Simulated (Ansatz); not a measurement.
**Geometry relaxation, with input and output: C (part 2 of 2)**

C (P-3m1, 4 atoms in the cell); DFT PBE+D3(BJ), scalar-relativistic, plane waves, PAW, no spin polarisation (Ansatz 0.2.0); cutoff 420 eV, 18×18×2 k-mesh, Gaussian smearing of 0.1 eV. The structure derives from a Materials Project entry.

Geometry of the input (Å; fractional positions):
```
2.4562  0.0000  0.0000
-1.2281  2.1272  0.0000
0.0000  0.0000  24.1340
C  0.0000  0.0000  0.5705
C  0.0000  0.0000  0.4295
C  0.3333  0.6667  0.4295
C  0.6667  0.3333  0.5705
```

**Output, continued**
```
SCF iter   1: F=—  HF=-1004.223460 eV  |F-HF|=—  |Δ(HF+E_count)|=         —  Δρ=2.30e-3  dr2=5.59e-3  ethr=3.41e-5  ⟨swp⟩=2.7  Hψ=6685  notcnv=0
preconditioner: auto → LDOS  [metal: Δε(μ)=0.000 eV  Ē_g=14.857 eV  σ=0.100 eV  W_gap=0.00  n_scr=14 (ndim 8)  ℏωp=13.2 eV  f_vac=0.698  D(μ)=0.14/eV (n_scr^D=2)  β→1.0]
SCF iter   2: F=—  HF=-1004.224303 eV  |F-HF|=—  |Δ(HF+E_count)|=   8.43e-4  Δρ=1.39e-3  dr2=8.94e-3  ethr=3.41e-5  ⟨swp⟩=2.8  Hψ=1969  notcnv=0
SCF iter   3: F=—  HF=-1004.221773 eV  |F-HF|=—  |Δ(HF+E_count)|=   2.53e-3  Δρ=2.14e-4  dr2=7.39e-5  ethr=3.41e-5  ⟨swp⟩=2.1  Hψ=1442  notcnv=0
SCF iter   4: F=—  HF=-1004.221707 eV  |F-HF|=—  |Δ(HF+E_count)|=   6.61e-5  Δρ=4.29e-5  dr2=6.08e-7  ethr=4.62e-7  ⟨swp⟩=2.1  Hψ=1342  notcnv=0
SCF iter   5: F=—  HF=-1004.221707 eV  |F-HF|=—  |Δ(HF+E_count)|=   2.23e-7  Δρ=8.20e-6  dr2=6.01e-8  ethr=3.80e-9  ⟨swp⟩=2.2  Hψ=1469  notcnv=0
SCF iter   6: F=—  HF=-1004.221707 eV  |F-HF|=—  |Δ(HF+E_count)|=   6.97e-8  Δρ=6.47e-6  dr2=4.50e-8  ethr=3.76e-10  ⟨swp⟩=2.0  Hψ=1482  notcnv=0
SCF iter   7: F=—  HF=-1004.221707 eV  |F-HF|=—  |Δ(HF+E_count)|=  7.81e-10  Δρ=1.48e-6  dr2=2.34e-9  ethr=2.81e-10  ⟨swp⟩=2.5  Hψ=1462  notcnv=0
iter 8 did not close the SCF: its close was put off until two iterations running show no level that it waits for move by more than its bar (scf_convergence_deferred on its scf_iter line)
SCF iter   8: F=-1004.221707 eV  HF=-1004.221707 eV  |F-HF|=2.32e-11  |Δ(HF+E_count)|=  6.47e-11  Δρ=7.39e-8  dr2=5.93e-12  ethr=1.00e-12  ⟨swp⟩=6.5  Hψ=5899  notcnv=0
iter 9 did not close the SCF: its close was put off until two iterations running show no level that it waits for move by more than its bar (scf_convergence_deferred on its scf_iter line)
SCF iter   9: F=-1004.221707 eV  HF=-1004.221707 eV  |F-HF|=7.96e-13  |Δ(HF+E_count)|=  3.07e-11  Δρ=9.66e-9  dr2=2.00e-13  ethr=1.00e-12  ⟨swp⟩=5.1  Hψ=4317  notcnv=0
SCF iter  10: F=-1004.221707 eV  HF=-1004.221707 eV  |F-HF|=1.59e-12  |Δ(HF+E_count)|=  1.48e-12  Δρ=7.84e-10  dr2=4.15e-16  ethr=1.00e-12  ⟨swp⟩=4.1  Hψ=3665  notcnv=0
SCF 7 converged in 10 iterations: F = -1004.221707 eV  dr2 = 4.15e-16
relax step   7: F+E_penalty+E_count = -1004.22170719 eV  Δ(F+E_penalty+E_count) = -7.317e-4 eV  max|allowed force component| = 8.019e-4 eV/Å  Δτ_max = 0.0114 Å  P = +0.007 GPa  Ω = 125.910 Å³  energy of the carried Pulay correction = +1.771e-4 eV  (10 SCF iters, accepted)
Basis set: ecut = 420 eV, 2365 PW (Γ), exchange–correlation on 36×36×320 points (8 copies of the dense FFT grid, shifted against one another)
Initial wavefunctions: pseudopotential atomic-orbital guess (no wavefunctions were taken with the density)
iter 1 solved again at ethr=4.55e-7 eV; its pass at ethr=3.10e-3 eV (dr2=7.29e-5 eV) is discarded
SCF iter   1: F=—  HF=-1004.221395 eV  |F-HF|=—  |Δ(HF+E_count)|=         —  Δρ=2.82e-5  dr2=1.18e-7  ethr=4.55e-7  ⟨swp⟩=3.4  Hψ=8898  notcnv=0  defer=2
preconditioner: auto → LDOS  [metal: Δε(μ)=0.000 eV  Ē_g=14.835 eV  σ=0.100 eV  W_gap=0.00  n_scr=14 (ndim 8)  ℏωp=13.2 eV  f_vac=0.697  D(μ)=0.14/eV (n_scr^D=2)  β→1.0]
SCF iter   2: F=—  HF=-1004.221355 eV  |F-HF|=—  |Δ(HF+E_count)|=   4.06e-5  Δρ=1.88e-6  dr2=4.82e-9  ethr=7.39e-10  ⟨swp⟩=3.1  Hψ=1725  notcnv=0
SCF iter   3: F=—  HF=-1004.221355 eV  |F-HF|=—  |Δ(HF+E_count)|=   5.03e-9  Δρ=1.18e-6  dr2=6.31e-9  ethr=3.01e-11  ⟨swp⟩=2.2  Hψ=1534  notcnv=0
SCF iter   4: F=—  HF=-1004.221355 eV  |F-HF|=—  |Δ(HF+E_count)|=  1.39e-10  Δρ=2.86e-7  dr2=2.90e-10  ethr=3.01e-11  ⟨swp⟩=2.3  Hψ=1335  notcnv=0
SCF iter   5: F=-1004.221355 eV  HF=-1004.221355 eV  |F-HF|=1.82e-12  |Δ(HF+E_count)|=  2.91e-11  Δρ=3.26e-8  dr2=2.11e-12  ethr=1.00e-12  ⟨swp⟩=10.7  Hψ=5837  notcnv=0
SCF 8 converged in 5 iterations: F = -1004.221355 eV  dr2 = 2.11e-12
relax step   8: F+E_penalty+E_count = -1004.22135451 eV  Δ(F+E_penalty+E_count) = +3.527e-4 eV  max|allowed force component| = 8.691e-4 eV/Å  Δτ_max = 0.0000 Å  P = +0.004 GPa  Ω = 125.910 Å³  stress off target by 9.78e-3 GPa  SCF on the basis re-selected at this cell (its energy is not comparable with the rows above)  (5 SCF iters)
```

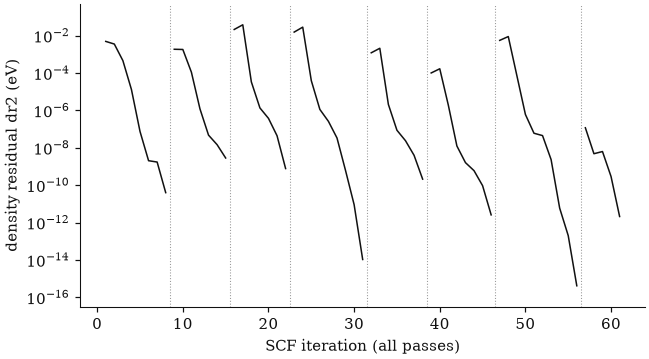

**Figure 1.** Convergence of the self-consistent field: density residual dr2 against the SCF iteration. The dotted lines part the SCF passes of the relaxation: geometry steps, rejected trials and re-solves on a re-selected basis. The 8 passes take 5 to 10 iterations each, 61 in all.

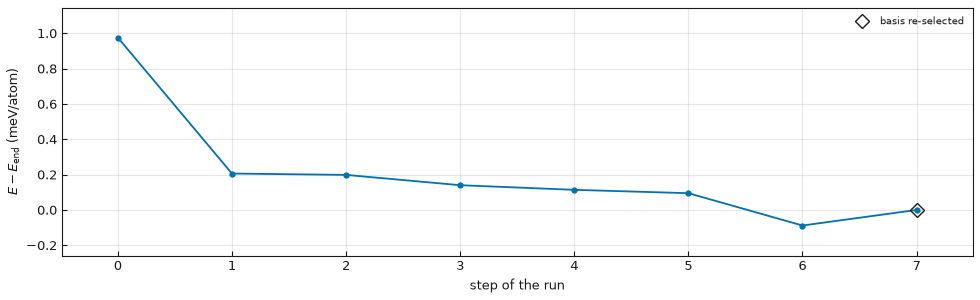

**Figure 2.** Progress of the relaxation, step by step (the first geometry is step 0 here and step 1 in the log).

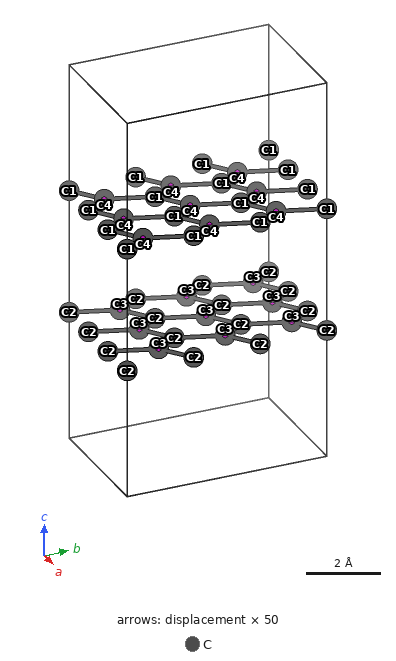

**Figure 3.** The starting structure with the displacements (without the part carried along by the change of the cell) as pink arrows, magnified 50 times (ball-and-stick view of the 3 × 3 repeat of the cell, with the vacuum cut short, seen slightly off an axis). The atoms keep their places relative to the cell (all moves are under 0.005 Å). In the plane the drawn cell goes a 7.369 → 7.396 Å (+0.4 %), b 7.369 → 7.396 Å (+0.4 %). Among the contacts that change: C1–C4 1.418 → 1.423 Å. The space group stays P-3m1 (No. 164). After 6 geometry steps the energy has fallen by 1.1 meV per atom. Largest force component: 0.0056 eV/Å at the start, 0.00087 eV/Å at the end. A last SCF at the same geometry on a re-selected plane-wave basis shifts the energy by +0.1 meV per atom. (Atoms are counted from 1 in the order of the input.)

```
basis re-selected at this cell: Δ(F+E_penalty+E_count) = +3.527e-4 eV, ΔP = -0.003 GPa vs the last step (what re-selecting the basis moved, of the pressure what is left beyond the Pulay correction that the steps carried, after the strain that the cell walked since its last selection, with what the two solves' SCF thresholds leave and, on support functions, any second-order correction that the steps lacked; it is no measure of the basis error at this ecutwfc). The dense FFT grid was sized anew with the basis: this SCF ran on 18×18×160 points, the steps before it on 18×18×162, so part of this shift can come from that change (see relax.cell in the input reference). This SCF's stress stands 9.78e-3 GPa from its target on what of the cell is left free (relax.cell.stress_tol is 5.00e-2 GPa) and its largest allowed force component is 8.69e-4 eV/Å (relax.f_tol is 5.00e-3 eV/Å): within both
WARN: The output density's exchange-correlation potential varies sharply where the density is thin. Do not read a vacuum level from v_tot or v_xc, or from such a field of the output density. On a cell that repeats whose density bears no net charge and no dipole along the vacuum's axis use v_es (v_loc + v_h of the components); under efield.dipole_correction with no amplitude use v_es + v_field, which holds any external_charges[].barrier, or the levels of the report's work_function block, which leave it out; under a non-zero efield.amplitude the vacuum is tilted and has no level; on a cell that repeats and bears such a dipole with no correction it is tilted too, and efield.dipole_correction with no amplitude gives each side of its ramp a level where efield: is served; in a cell that repeats whose density bears a net charge (total_charge, or a fill off its count) it is curved and has none; of a slab under crystal.periodic whose density bears no net charge use v_es, which has a level on each side, short of where the two are joined; of another it falls or rises all the way out and has none; of a slab beside external_charges read slab_vacuum_level instead, which it has where they leave it neutral. The grid or the basis barely resolves most such structure, and the values can differ between equally converged runs; as a rule a tighter scf.convergence.dr2_threshold does not remove it. Where the density itself ripples (under the LDA too) a higher basis.ecutwfc lessens it. The files hold the spikes' plane waves up to the density's cutoff. Files: v_tot_of_output_density and the like, and their columns of v_z.tsv (output.write_potential); v_xc_of_output_density and the like, and their columns of v_comp_z.tsv (output.write_potential_components). Measured: with its Gaussian average of σ = 0.25 Å subtracted twice, the exchange-correlation potential is over 0.1 eV at 28 of the grid points where the equally averaged density (valence and model cores) is under 1e-3 e/Å³, and 0.141 eV at the most among them, at an averaged density of 2.4e-8 e/Å³. The input density's (outcome.potential() and, of a run that writes arrays, v_tot and v_xc) is over 0.1 eV, so measured, at 15 points of its own thin density, 0.401 eV at the most. See output.write_potential in the manual, Limitations
SCF converged after 5 iterations
Free energy (F): -1004.221355 eV
Harris-Foulkes:  -1004.221355 eV  (|F-HF|=1.82e-12)
Internal energy: -1004.220658 eV  (E = F + TS)
E sigma→0 (E₀):  -1004.221006 eV
Entropy (-TS):   -0.000697 eV (-0.174 meV/atom)
Fermi energy:    -1.112279 eV
--- Per-component energies (eV) ---
  E_band       = -164.018859
  E_kinetic    = 363.534345
  E_local      = -10370.714302  (includes V_loc(G=0)·N_el)
  E_nonlocal   = 109.193285
  E_hartree    = 4999.417140
  E_xc         = -191.959651
  E_vxc        = -237.655204  (∫ρ·V_xc dr)
  E_paw        = -397.373537  (= ΣΔE_a)
  E_vpaw       = -27.211219  (= ΣTr[D̂ρ^β])
  E_aug_tail   = 0.000030  (compensation charges beyond the density's cutoff)
  E_ewald      = 4484.156170
  E_disp       = -0.474137  (pairwise vdW)
  E_smearing   = -0.000697  (= −TS)
  E_closure    = 0.000000  (closes the sum)
  Σ components = -1004.221355   (vs F -1004.221355, Δ=0.00e0)
--- Forces (eV/Å), atoms counted from 1 ---
  atom   1  C      0.00000000    -0.00000000    -0.00032764
  atom   2  C      0.00000000     0.00000000     0.00032764
  atom   3  C      0.00000000    -0.00000000     0.00086905
  atom   4  C      0.00000000     0.00000000    -0.00086905
  max |Σ_I F_I| component: 2.17e-19 eV/Å
--- Stress (GPa, compression-positive) ---
        0.009784      -0.000000       0.000000
       -0.000000       0.009784      -0.000000
        0.000000      -0.000000      -0.006994
  P = ⅓ Tr σ = 0.0042 GPa (0.042 kbar)
--- Band table (eV; the first three rows and the last of 74) ---
  k-point 0: bands = ["-20.6953", "-20.5612", "-9.1694", "-8.2659", "-4.1461", "-4.1461", "-4.1387", "-4.1387", "2.3087", "2.6737", "3.2836", "3.9750"]
  k-point 1: bands = ["-20.6954", "-20.5612", "-9.1695", "-8.2661", "-4.1463", "-4.1463", "-4.1388", "-4.1388", "2.3116", "2.6593", "3.3616", "3.7667"]
  k-point 2: bands = ["-20.6221", "-20.4886", "-9.0810", "-8.1802", "-4.4462", "-4.4352", "-4.3040", "-4.2942", "2.4069", "2.7732", "3.3849", "4.0757"]
  k-point 73: bands = ["-13.7483", "-13.7043", "-13.7043", "-13.6644", "-11.6713", "-11.6713", "-1.4127", "-1.1121", "-1.1121", "-0.7950", "9.4679", "9.4679"]
--- Relaxed structure (7 steps of the walk, 7 accepted, 1 SCFs on fresh bases) ---
  F+E_penalty+E_count = -1004.22135451 eV   max|allowed force component| = 8.691e-4 eV/Å   (the final SCF, on the basis selected at the relaxed cell)
  cell:  # Å, volume = 125.9104 Å³
    - [2.465267857173045, -2.075389533447384e-33, -9.253307302305366e-19]
    - [-1.2326339285865224, 2.134984591445084, 4.626653651152699e-19]
    - [-9.091948906015073e-18, 3.862119441116633e-32, 23.92229361287537]
  atoms:
    - { symbol: C, position: [4.996186602945871e-19, 1.7357303405552273e-32, 0.5711557746531947] }
    - { symbol: C, position: [-4.996186602945873e-19, -1.7078137908484055e-32, 0.42884422534680533] }
    - { symbol: C, position: [0.3333333333333333, 0.6666666666666666, 0.42882377620605566] }
    - { symbol: C, position: [0.6666666666666665, 0.3333333333333333, 0.5711762237939444] }
```

**Trajectory as extended XYZ (Å, eV, eV/Å), 8 frames, from step=1 to step=8**
```
4
Lattice="2.4562 0.0000 0.0000 -1.2281 2.1272 0.0000 0.0000 0.0000 24.1340" Properties=species:S:1:pos:R:3:forces:R:3 step=1 energy=-1004.21745 pressure_GPa=0.90
C     0.0000    0.0000   13.7677    0.0000   0.0000  -0.0056
C     0.0000    0.0000   10.3663    0.0000   0.0000   0.0056
C     0.0000    1.4181   10.3661    0.0000   0.0000  -0.0047
C     1.2281    0.7091   13.7678    0.0000   0.0000   0.0047
4
Lattice="2.4625 0.0000 0.0000 -1.2313 2.1326 0.0000 0.0000 0.0000 24.1132" Properties=species:S:1:pos:R:3:forces:R:3 step=2 energy=-1004.22053 pressure_GPa=0.27
C     0.0000    0.0000   13.7510    0.0000   0.0000   0.0023
C     0.0000    0.0000   10.3622    0.0000   0.0000  -0.0023
C     0.0000    1.4217   10.3617    0.0000   0.0000  -0.0009
C     1.2313    0.7109   13.7515    0.0000   0.0000   0.0009
4
Lattice="2.4655 0.0000 0.0000 -1.2328 2.1352 0.0000 0.0000 0.0000 24.1006" Properties=species:S:1:pos:R:3:forces:R:3 step=3 energy=-1004.22056 pressure_GPa=-0.04
C     0.0000    0.0000   13.7663    0.0000   0.0000  -0.0039
C     0.0000    0.0000   10.3343    0.0000   0.0000   0.0039
C     0.0000    1.4235   10.3339    0.0000   0.0000   0.0047
C     1.2328    0.7117   13.7667    0.0000   0.0000  -0.0047
4
Lattice="2.4659 0.0000 0.0000 -1.2329 2.1355 0.0000 0.0000 0.0000 24.0733" Properties=species:S:1:pos:R:3:forces:R:3 step=4 energy=-1004.22079 pressure_GPa=-0.06
C     0.0000    0.0000   13.7314    0.0000   0.0000   0.0007
C     0.0000    0.0000   10.3419    0.0000   0.0000  -0.0007
C     0.0000    1.4237   10.3415    0.0000   0.0000  -0.0027
C     1.2329    0.7118   13.7318    0.0000   0.0000   0.0027
4
Lattice="2.4653 0.0000 0.0000 -1.2327 2.1350 0.0000 0.0000 0.0000 24.0697" Properties=species:S:1:pos:R:3:forces:R:3 step=5 energy=-1004.22090 pressure_GPa=-0.01
C     0.0000    0.0000   13.7347    0.0000   0.0000   0.0002
C     0.0000    0.0000   10.3351    0.0000   0.0000  -0.0002
C     0.0000    1.4234   10.3346    0.0000   0.0000  -0.0001
C     1.2327    0.7117   13.7351    0.0000   0.0000   0.0001
4
Lattice="2.4653 0.0000 0.0000 -1.2327 2.1350 0.0000 0.0000 0.0000 24.0567" Properties=species:S:1:pos:R:3:forces:R:3 step=6 energy=-1004.22097 pressure_GPa=-0.00
C     0.0000    0.0000   13.7287    0.0000   0.0000   0.0001
C     0.0000    0.0000   10.3279    0.0000   0.0000  -0.0001
C     0.0000    1.4233   10.3274    0.0000   0.0000   0.0002
C     1.2327    0.7117   13.7292    0.0000   0.0000  -0.0002
4
Lattice="2.4653 0.0000 0.0000 -1.2326 2.1350 0.0000 0.0000 0.0000 23.9223" Properties=species:S:1:pos:R:3:forces:R:3 step=7 energy=-1004.22171 pressure_GPa=0.01
C     0.0000    0.0000   13.6634    0.0000   0.0000  -0.0003
C     0.0000    0.0000   10.2589    0.0000   0.0000   0.0003
C     0.0000    1.4233   10.2584    0.0000   0.0000   0.0008
C     1.2326    0.7117   13.6638    0.0000   0.0000  -0.0008
4
Lattice="2.4653 0.0000 0.0000 -1.2326 2.1350 0.0000 0.0000 0.0000 23.9223" Properties=species:S:1:pos:R:3:forces:R:3 step=8 energy=-1004.22136 pressure_GPa=0.00
C     0.0000    0.0000   13.6634    0.0000   0.0000  -0.0003
C     0.0000    0.0000   10.2589    0.0000   0.0000   0.0003
C     0.0000    1.4233   10.2584    0.0000   0.0000   0.0009
C     1.2326    0.7117   13.6638    0.0000   0.0000  -0.0009
```

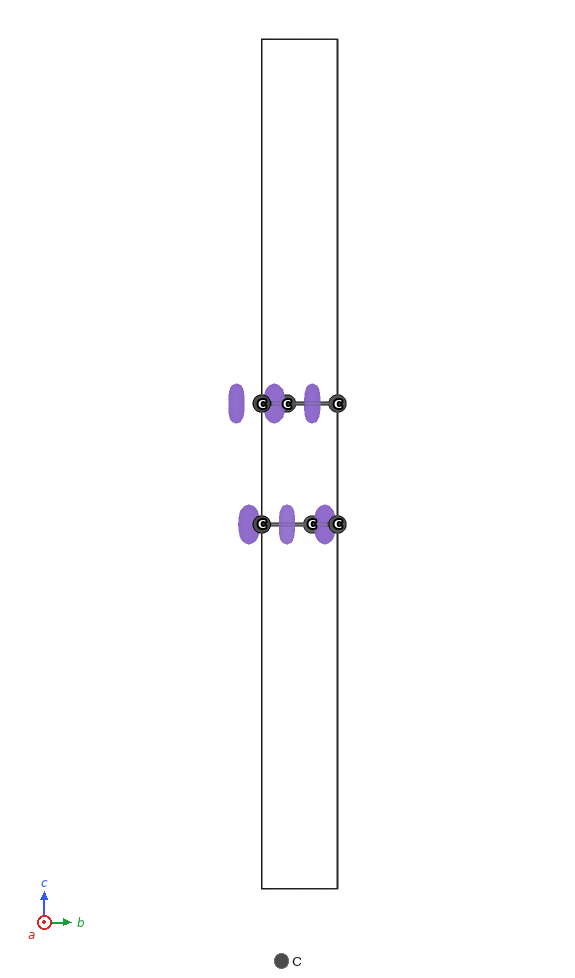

**Figure 4.** Isosurface of the ELF at 0.85 (purple), seen along the a axis. Core shells and regions of very low density are left out. Sticks mark near contacts. The outline is the cell set on symmetry axes. Along the contacts the grid gives the following. C–C (1.42 Å): the ELF peaks at about 0.95 between the atoms (localised, shared-pair bonding). In a PAW calculation such maps are meaningful between the atoms, not at the nuclei.

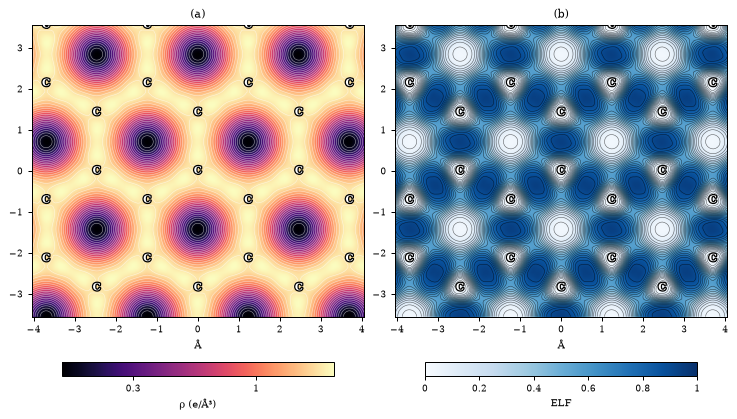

**Figure 5.** (a) valence charge density (pseudo); (b) ELF on the (001) plane of the conventional cell. The section cuts through C sites. C–C (1.42 Å): the density is about 2 e/Å³ at the midpoint; the ELF peaks at about 0.95 between the atoms, as expected for localised, shared-pair bonding. Away from the nuclei the density in this plane falls to 0.15 e/Å³ at its lowest.

**Key numbers**

```json
{"quantity": "outcome", "value": "converged"}
{"quantity": "space group (tolerance 0.01 Å)", "value": "P-3m1 (164)"}
{"quantity": "electrons treated", "value": "16"}
{"quantity": "free energy", "value": "−1004.2214 eV"}
{"quantity": "Fermi energy", "value": "−1.112 eV"}
{"quantity": "gap on the k-point mesh", "value": "none (metallic)"}
{"quantity": "pressure", "value": "0.00 GPa"}
{"quantity": "final volume", "value": "125.91 Å³"}
{"quantity": "largest force (length of the vector) at the end", "value": "0.001 eV/Å"}
{"quantity": "final cell", "value": "a = 2.465 Å, b = 2.465 Å, c = 23.922 Å, α = 90.00°, β = 90.00°, γ = 120.00°"}
{"quantity": "wall time", "value": "24 s (CPU time 92 s)"}
{"quantity": "peak memory", "value": "0.46 GiB"}
```

**Remarks**

The program warns: the exchange-correlation potential is rough where the density is thin.
